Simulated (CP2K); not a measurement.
**A series of single points on Be2C**

System: Be2C (3 atoms in the cell).
Method: Kohn-Sham DFT of a periodic cell, PBE, GTH-PBE with UZH-TZVP basis, no spin polarisation (CP2K 2026.2).

The 6 runs differ only in the geometry, by an even scaling of the cell at fixed fractional positions. The structure derives from an entry of the Crystallography Open Database.

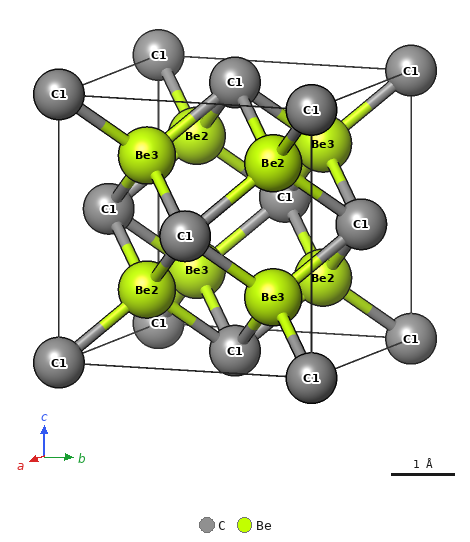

Figure 1. The structure of run 4 (ball-and-stick view of the cell 4 times as large as that of the calculation, set on its symmetry axes, seen slightly off an axis; atoms are numbered from 1 in the order of the input). An atom can appear more than once, as a periodic image.

**Input of run 4**
```
&GLOBAL
  PROJECT be2c_eos
  RUN_TYPE ENERGY_FORCE
  PRINT_LEVEL LOW
&END GLOBAL
&FORCE_EVAL
  METHOD QS
  STRESS_TENSOR ANALYTICAL
  &DFT
    BASIS_SET_FILE_NAME BASIS_MOLOPT_UZH
    POTENTIAL_FILE_NAME POTENTIAL_UZH
    WFN_RESTART_FILE_NAME previous-RESTART.kp
    &MGRID
      CUTOFF 850
      REL_CUTOFF 60
      NGRIDS 4
    &END MGRID
    &QS
      METHOD GPW
      EPS_DEFAULT 1.0E-9
    &END QS
    &KPOINTS
      SCHEME MONKHORST-PACK 11 11 11
      GAMMA_CENTERED T
      SYMMETRY T
      SYMMETRY_BACKEND SPGLIB
    &END KPOINTS
    &SCF
      SCF_GUESS RESTART
      EPS_SCF 1.0E-6
      MAX_SCF 100
      ADDED_MOS 12
      CHOLESKY OFF
      EPS_EIGVAL 1.0E-7
      &DIAGONALIZATION ON
        ALGORITHM STANDARD
      &END DIAGONALIZATION
      &MIXING ON
        METHOD BROYDEN_MIXING
        ALPHA 0.4
        BETA 1.5
        NBUFFER 8
      &END MIXING
      &SMEAR ON
        METHOD FERMI_DIRAC
        ELECTRONIC_TEMPERATURE [K] 580.226
      &END SMEAR
    &END SCF
    &XC
      &XC_FUNCTIONAL PBE
      &END XC_FUNCTIONAL
    &END XC
    &PRINT
      &KPOINTS ON
      &END KPOINTS
      &MULLIKEN ON
      &END MULLIKEN
      &MO ON
        ENERGIES T
        OCCUPATION_NUMBERS T
        &EACH
          QS_SCF 0
        &END EACH
        ADD_LAST NUMERIC
      &END MO
    &END PRINT
  &END DFT
  &SUBSYS
    &CELL
      ABC 3.0820495916 3.0820495916 3.0820495916
      ALPHA_BETA_GAMMA 60.0000000000 60.0000000001 60.0000000005
      PERIODIC XYZ
    &END CELL
    &COORD
      SCALED
      C   0.0000000000 0.0000000000 0.0000000000
      Be  0.7500000000 0.7500000000 0.7500000000
      Be  0.2500000000 0.2500000000 0.2500000000
    &END COORD
    &KIND C
      BASIS_SET TZVP-MOLOPT-PBE-GTH-q4
      POTENTIAL GTH-PBE-q4
    &END KIND
    &KIND Be
      BASIS_SET TZVP-MOLOPT-PBE-GTH-q4
      POTENTIAL GTH-PBE-q4
    &END KIND
    &PRINT
      &ATOMIC_COORDINATES ON
      &END ATOMIC_COORDINATES
      &CELL ON
      &END CELL
      &SYMMETRY ON
      &END SYMMETRY
    &END PRINT
  &END SUBSYS
  &PRINT
    &FORCES ON
    &END FORCES
    &STRESS_TENSOR ON
    &END STRESS_TENSOR
  &END PRINT
&END FORCE_EVAL
```

Command:
```bash
OMP_NUM_THREADS=1 cp2k.psmp -i be2c_eos.inp -o be2c_eos.out
```

Run 2 has the same physical settings and fractional positions; its lattice vectors (Å) are:
```
   3.020392    0.000000    0.000000
   1.510196    2.615736    0.000000
   1.510196    0.871912    2.466140
```

**Results, with one run withheld**

| run | volume per atom (Å³) | free energy per atom, from the lowest run given (meV) | pressure (GPa) | gap on the mesh (eV) |
| --- | --- | --- | --- | --- |
| 1 | 6.359 | 29.93 | 18.33 | 3.35 |
| 2 | 6.495 | ? | ? | ? |
| 3 | 6.630 | 7.45 | 8.60 | 3.27 |
| 4 | 6.901 | 0.00 | 0.44 | 3.18 |
| 5 | 7.036 | 1.16 | −3.13 | 3.14 |
| 6 | 7.171 | 5.21 | −6.40 | 3.09 |

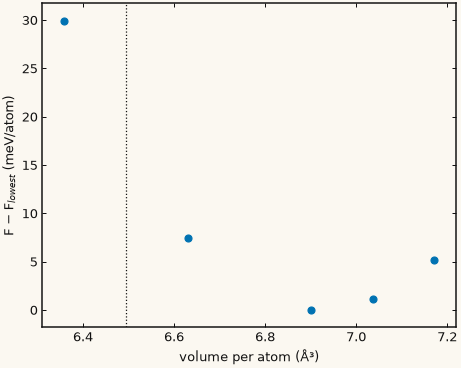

Figure 2. Free energy per atom of the runs given; the dotted line marks run 2.

Estimate the energy of run 2 from the others.

A cubic polynomial in V^(−2/3) (the Birch–Murnaghan form), fitted to the 5 runs given, misses them by under 0.01 meV per atom. With x = V^(−2/3) − 0.27837 Å⁻², it reads F = 1.0027 + 701.69 x + 1.1978e+05 x² − 1.5666e+05 x³ (meV per atom). At run 2 it gives 16.61 meV per atom, and the run itself gives 16.64. The slope of the fit gives a pressure −dF/dV of 13.20 GPa there, and the run prints 13.25 GPa. The fit has its minimum at 6.917 Å³ per atom, where V d²F/dV² gives 189 GPa: the bulk modulus at this level, since symmetry fixes the shape and the positions. The gap on the mesh goes, without turning, from 3.35 eV in run 1 to 3.09 eV in run 6; run 2 has 3.31 eV. These are gaps of this functional on this mesh, which can miss the band edges; they aren't the measured gap.

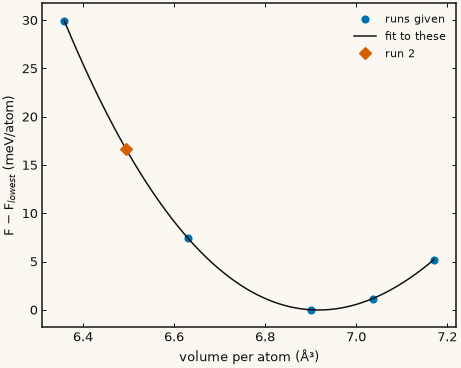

Figure 3. The fit and the withheld run.

**Some lines of the output (run 2)**
```
[...]
 MO| Band gap:            0.285551 a.u.          7.770227 eV
 MO| Band gap:            0.293751 a.u.          7.993370 eV
 MO| Band gap:            0.317508 a.u.          8.639846 eV
 MO| Band gap:            0.324929 a.u.          8.841762 eV
 MO| Band gap:            0.314214 a.u.          8.550188 eV
 MO| Band gap:            0.306447 a.u.          8.338838 eV
 MO| Band gap:            0.318025 a.u.          8.653897 eV
 MO| Band gap:            0.324511 a.u.          8.830394 eV
 MO| Band gap:            0.324177 a.u.          8.821316 eV
 MO| Band gap:            0.313814 a.u.          8.539302 eV
 MO| Band gap:            0.296513 a.u.          8.068527 eV
 MO| Band gap:            0.293716 a.u.          7.992414 eV
 MO| Band gap:            0.310919 a.u.          8.460539 eV
 MO| Band gap:            0.336225 a.u.          9.149156 eV
```
